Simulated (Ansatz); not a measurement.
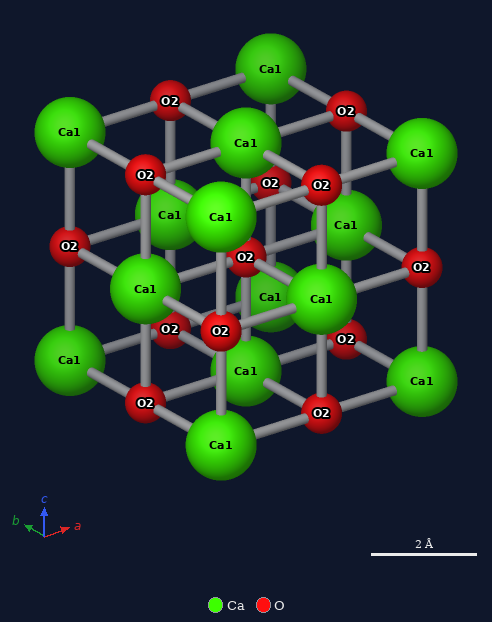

Fig. 1: The structure (ball-and-stick view of the cell 4 times as large as that of the calculation, set on its symmetry axes, seen at an oblique angle; atoms are numbered from 1 in the order of the input). An atom can appear more than once, as a periodic image.

# CaO: single-point calculation

- system: CaO (Fm-3m, 2 atoms in the cell)
- method: DFT r2SCAN, scalar-relativistic, plane waves, PAW, no spin polarisation (Ansatz 0.2.0)

The structure derives from an entry of the Crystallography Open Database. Figures and captions count atoms from 1; the log counts them from 0 in places.

## Output
```
scf.n_extra_bands = 6 over 8 filled bands (N_el = 16.0): the run solves 14 bands
Engine: ansatz 0.2.0, aarch64-unknown-linux-gnu
Pseudopotentials: kind: paw
Pseudopotential: Ca, paw, valence charge 10, recommended cutoff 500 eV (meta_gga), Ca.paw.azcp
Pseudopotential: O, paw, valence charge 6, recommended cutoff 500 eV (meta_gga), O.paw.azcp
Functional definition: r2SCAN
  parameter k0 = 0.174
  parameter k1 = 0.065
  parameter a1 = 4.9479
  exchange = r2scan_x(k0 = k0, k1 = k1, a1 = a1)
  correlation = r2scan_c
Crystal: 2 atoms, lattice volume = 27.560 Å³
Basis set: ecut = 500 eV, 725 PW (Γ), exchange–correlation on 100×100×100 points (64 copies of the dense FFT grid, shifted against one another)
Bands: 14, of which v1, the nominal top of the filled ones, is band 8 counted from 1 (7 counted from 0)
Symmetry: 48 space group operations
Space group: Fm-3m (ITA 225), of the structure as read, at distance tolerance 3.0e-5 Å
k-points: 29 of 512
Non-local potential: Ca, projectors of the file, l = 0: 3, l = 1: 2, l = 2: 2
Non-local potential: O, projectors of the file, l = 0: 2, l = 1: 2, l = 2: 1
PAW form: soft (Blöchl's): semilocal exchange-correlation on the pseudo side does not see the compensation charge
PAW frozen core: Ca, regenerated for the run's functional (the file was generated under x = pbe(κ = 0.804, μ = 0.2195149727645171), c = pbe(β = 0.06672455060314922))
PAW frozen core: O, regenerated for the run's functional (the file was generated under x = pbe(κ = 0.804, μ = 0.2195149727645171), c = pbe(β = 0.06672455060314922))
PAW one-centre angular grid: Ca, 302 points (default); XC on 160 Gauss nodes
PAW one-centre angular grid: O, 302 points (default); XC on 160 Gauss nodes
Initial density: superposition of atomic densities (neutral atoms: chi_scale 0, normalization atom), corrected by the library's trained network
Initial wavefunctions: pseudopotential atomic-orbital guess
Functional: x = r2scan, c = r2scan; τ floored in thin density (d = 2e-4 eV/Å³)
SCF iter   1: F=—  HF=-2394.020029 eV  |F-HF|=—  |Δ(HF+E_count)|=         —  Δρ=1.08e-2  dr2=3.94e-2  dr2_τ=6.13e-2  ethr=1.77e-3  ⟨swp⟩=7.9  Hψ=2850  notcnv=0  defer=1
preconditioner: auto → none  [insulator: Δε(μ)=4.459 eV  Ē_g=20.319 eV  σ=0.020 eV  W_gap=1.00  n_scr=8 (ndim 8)  ℏωp=26.5 eV  f_vac=0.000  D(μ)=0.00/eV (n_scr^D=0)  ε∞_Penn≈2.7]
SCF iter   2: F=—  HF=-2394.097920 eV  |F-HF|=—  |Δ(HF+E_count)|=   7.79e-2  Δρ=9.83e-3  dr2=1.53e-2  dr2_τ=3.65e-3  ethr=2.46e-4  ⟨swp⟩=2.1  Hψ=890  notcnv=0  defer=42
SCF iter   3: F=—  HF=-2394.094422 eV  |F-HF|=—  |Δ(HF+E_count)|=   3.50e-3  Δρ=2.49e-3  dr2=8.85e-4  dr2_τ=8.56e-5  ethr=9.59e-5  ⟨swp⟩=2.0  Hψ=583  notcnv=0  defer=42
SCF iter   4: F=—  HF=-2394.094299 eV  |F-HF|=—  |Δ(HF+E_count)|=   1.23e-4  Δρ=5.31e-4  dr2=2.56e-5  dr2_τ=8.51e-6  ethr=5.53e-6  ⟨swp⟩=2.8  Hψ=671  notcnv=0  defer=42
SCF iter   5: F=—  HF=-2394.094302 eV  |F-HF|=—  |Δ(HF+E_count)|=   3.61e-6  Δρ=7.65e-5  dr2=4.62e-7  dr2_τ=1.33e-7  ethr=1.60e-7  ⟨swp⟩=2.0  Hψ=451  notcnv=0  defer=42
SCF iter   6: F=-2394.094303 eV  HF=-2394.094303 eV  |F-HF|=1.38e-9  |Δ(HF+E_count)|=   4.46e-7  Δρ=7.42e-6  dr2=9.12e-9  dr2_τ=1.64e-9  ethr=6.25e-10  ⟨swp⟩=11.8  Hψ=2803  notcnv=0
SCF 1 converged in 6 iterations: F = -2394.094303 eV  dr2 = 9.12e-9
  greatest PAW one-centre occupation: 0.995 electrons in one spin orbital (limit 2), on the Ca atom at site 0 (counted from 0), in its partial waves of l = 0
```

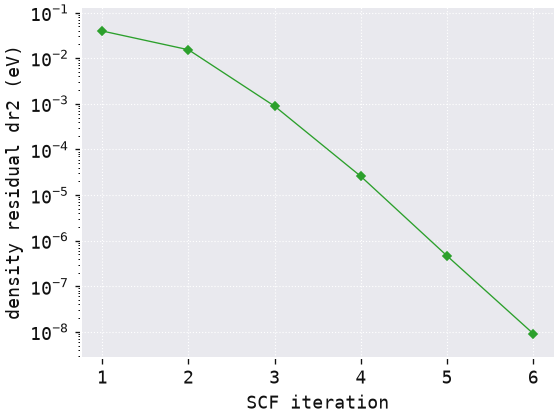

Fig. 2: Convergence of the self-consistent field: density residual dr2 against the SCF iteration. The residual falls at every step.

```
NSCF: frozen V_eff on 86 k-points
NSCF: frozen V_eff on 72 k-points
SCF converged after 6 iterations
Free energy (F): -2394.094303 eV
Harris-Foulkes:  -2394.094303 eV  (|F-HF|=1.38e-9)
Internal energy: -2394.094303 eV  (E = F + TS)
E sigma→0 (E₀):  -2394.094303 eV
Fermi energy:    9.530053 eV
--- Per-component energies (eV) ---
  E_band       = -112.901239
  E_kinetic    = 457.212935
  E_local      = -887.298617  (includes V_loc(G=0)·N_el)
  E_nonlocal   = 110.435103
  E_hartree    = 294.475782
  E_xc         = -212.388345
  E_vxc        = -302.836526  (∫ρ·V_xc dr)
  E_paw        = -1023.637956  (= ΣΔE_a)
  E_vpaw       = -98.005857  (= ΣTr[D̂ρ^β])
  E_aug_tail   = 0.001010  (compensation charges beyond the density's cutoff)
  E_vtau       = 18.638637  (kinetic-family band-sum trace: ∫τ·v_τ [+ j·A + Jᵃ·Aᵃ] dr)
  E_ewald      = -1132.641608
  E_core_change = -0.252606  (= ΣΔE_core)
  E_smearing   = -0.000000  (= −TS)
  E_closure    = 0.000000  (closes the sum)
  Σ components = -2394.094303   (vs F -2394.094303, Δ=0.00e0)
--- Forces (eV/Å), atoms counted from 1 ---
  atom   1  Ca    -0.00000000    -0.00000000     0.00000000
  atom   2  O      0.00000000    -0.00000000     0.00000000
  max |Σ_I F_I| component: 2.57e-29 eV/Å
--- Stress (GPa, compression-positive) ---
       -0.004103      -0.000000       0.000000
       -0.000000      -0.004103       0.000000
        0.000000      -0.000000      -0.004103
  P = ⅓ Tr σ = -0.0041 GPa (-0.041 kbar)
--- Band table (eV; the first three rows and the last of 29) ---
  k-point 0: bands = ["-31.5957", "-11.4821", "-11.4821", "-11.4821", "-9.0509", "7.4306", "7.4306", "7.4306", "12.9269", "14.3008", "14.3008", "14.3008", "15.9343", "15.9343"]
  k-point 1: bands = ["-31.5806", "-11.7286", "-11.4896", "-11.4896", "-8.7959", "6.9157", "7.2228", "7.2228", "13.6079", "14.2568", "14.5724", "14.5724", "16.3095", "16.3095"]
  k-point 2: bands = ["-31.5440", "-12.1980", "-11.5076", "-11.5076", "-8.3045", "5.9249", "6.7740", "6.7740", "14.3309", "15.0872", "15.2866", "15.2866", "17.2176", "17.2176"]
  k-point 28: bands = ["-31.4603", "-11.9695", "-11.9012", "-11.9012", "-8.3832", "6.1445", "6.3834", "6.3834", "14.3818", "14.3818", "16.6006", "17.7027", "18.2464", "22.5752"]
--- Löwdin populations: 2 sites ---
  site symbol       q [e]
     0     Ca      8.3367
     1      O      7.3664
  spilling = 0.018560 (of n_electrons = 16.000000)
--- Bader charges: 2 sites ---
  site symbol  charge [e]  shift [e]
     0     Ca      1.5223     0.0006
     1      O     -1.5223     0.0006
  estimated error of the sums over rays = 2.6e-4 e
```

## File bader_charges.tsv
```
# site	symbol	x_ang	y_ang	z_ang	partial_charge_e	electrons	volume_ang3	relative_density_drop	shared_charge_e	partial_wave_shift_e
# quadrature_error_electrons = 2.6e-4
0	Ca	0.0000	0.0000	0.0000	1.52229	18.47771	11.63	-	1.52229	0.00062
1	O	2.3974	2.3974	2.3974	-1.52229	9.52229	15.93	-	-1.52229	0.00062
```

## File populations.tsv
```
# site	symbol	l	j	q
# orbitals = lowdin
# n_electrons = 16.000000
# spilling = 0.018560
0	Ca	0_3S	-	1.976799
0	Ca	0_4S	-	0.375290
0	Ca	1_3P	-	5.984589
1	O	0_2S	-	1.871562
1	O	1_2P	-	5.494797
```

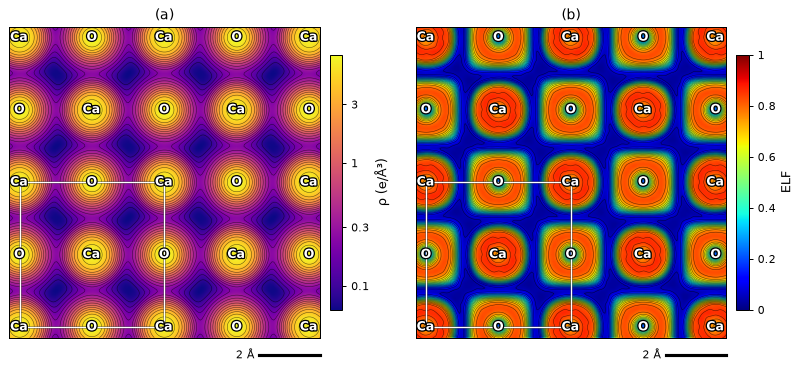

Fig. 3: (a) valence electron density; (b) electron localisation function on the (010) plane of the conventional cell. Atoms in the plane: Ca and O. Ca–O (2.40 Å): the density is about 0.25 e/Å³ at the midpoint; the ELF is about 0.10 at the midpoint, which marks a largely ionic contact. Away from the nuclei the density in this plane falls to 0.06 e/Å³ at its lowest. The strong features right at Ca lie inside the PAW spheres (semicore, d or f shells) and say nothing about bonding. In a PAW calculation such maps are meaningful between the atoms, not at the nuclei.

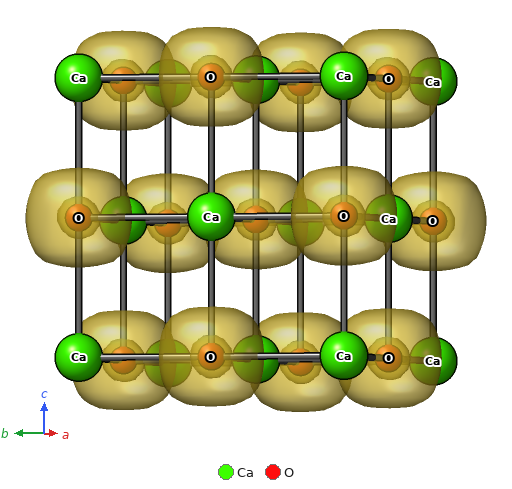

Fig. 4: Isosurface of the electron localisation function at 0.7 (yellow), seen at an oblique angle. Core shells and regions of very low density are left out. Sticks mark near contacts. The outline is the cell set on symmetry axes. Along the contacts the grid gives the following. Ca–O (2.40 Å): the ELF is about 0.10 at the midpoint (a largely ionic contact).

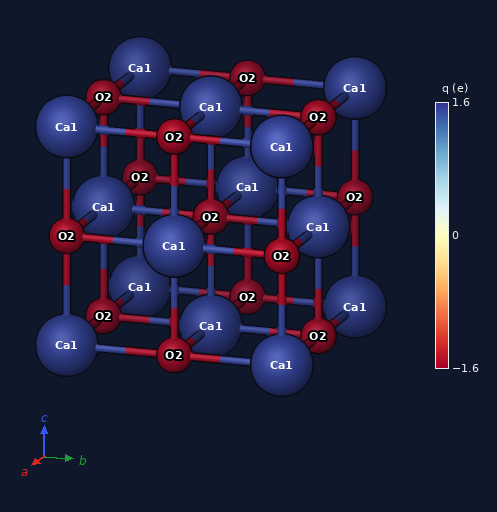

Fig. 5: Bader charges, as the colour of each atom (ball-and-stick view of the cell 4 times as large as that of the calculation, set on its symmetry axes, seen slightly off an axis; atoms are numbered from 1 in the order of the input). By element: Ca +1.52 and O −1.52 e.

The run was set up as follows.

## Input file
```yaml
crystal:
  lattice:
    - [0.0, 2.3974452313, 2.3974452313]
    - [2.3974452313, 0.0, 2.3974452313]
    - [2.3974452313, 2.3974452313, 0.0]
  atoms:
    - { symbol: Ca, position: [0.0, 0.0, 0.0] }
    - { symbol: O, position: [0.5, 0.5, 0.5] }
basis:
  ecutwfc: 500
kpoints:
  mp_grid: { grid: [8, 8, 8] }
  band_path:
    path:
      - [[0.0, 0.0, 0.0], [0.5, 0.0, 0.5], [0.625, 0.25, 0.625]]
      - [[0.375, 0.375, 0.75], [0.0, 0.0, 0.0], [0.5, 0.5, 0.5], [0.5, 0.25, 0.75], [0.5, 0.0, 0.5]]
    npoints: 14
hamiltonian:
  xc: r2scan
scf:
  occupations: { method: gaussian, width: 0.02 }
  n_extra_bands: 6
output:
  forces: true
  stress: true
  eigenvalues: true
  populations: true
  dos: { projected: true, de: 0.02, nscf_kmesh: { grid: [12, 12, 12] } }
  bader: true
  write_density: true
  write_potential: true
  elf: true
  volumetric_format: npy
```

Command:
```bash
ansatz run input.yaml --threads 1 --pin off --max-ram 2560MiB --backend cpu --events-out ev --progress --plain --runs-dir out
```

## Results in brief

- outcome: converged
- space group (tolerance 0.01 Å): Fm-3m (225)
- electrons treated: 16
- free energy: −2394.0943 eV
- Fermi energy: 9.530 eV
- gap on the k-point mesh: 4.20 eV
- gap on the band path: 4.20 eV
- pressure: 0.00 GPa
- largest force (length of the vector): under 0.001 eV/Å
- hardware: 1 thread of Arm Neoverse V1, 24 GiB of memory available, shared host
- wall time: 13 s
- peak memory: 0.34 GiB
